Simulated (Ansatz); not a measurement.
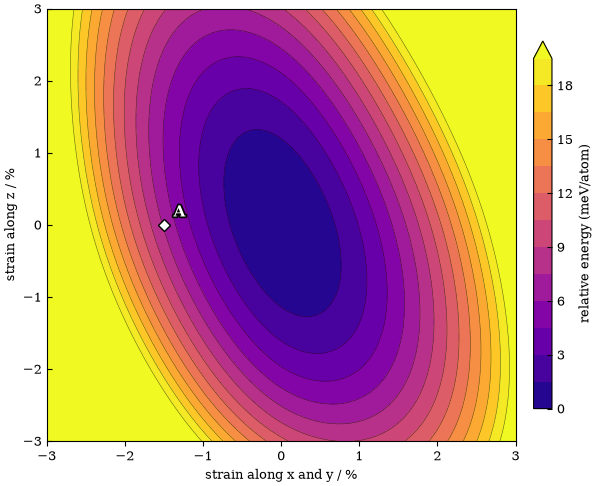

BaTiO₃ (P4mm, No. 99; 5 atoms in the cell). The cell is strained homogeneously, by one strain along x and y and another along z, with fractional coordinates fixed (x along [1 0 0], z along [0 0 1] of the conventional cell). Coordinates scanned: (1) strain along x and y; (2) strain along z. Grid: 5 × 5 points. Points are written as (first, second). Energies are in meV/atom, from the lowest grid point. Level of theory: DFT PBE, scalar-relativistic, plane waves, PAW in Ansatz. Settings: cutoff 420 eV, k-mesh 8×8×6 in the order of the run's cell vectors, gaussian smearing 0.05 eV, no spin polarisation.

Drawn: filled contours, one colour for all values above the top of the scale, the point A. Between grid points the surface is interpolated.

Q: Which way does the force act at A, and how strong is it?

A: A, at (−1.5 %, 0.0 %), is not a stationary point. The computed force is 10 meV/atom for each 1 % towards larger values of strain along x and y and 2.5 meV/atom for each 1 % towards larger values of strain along z.
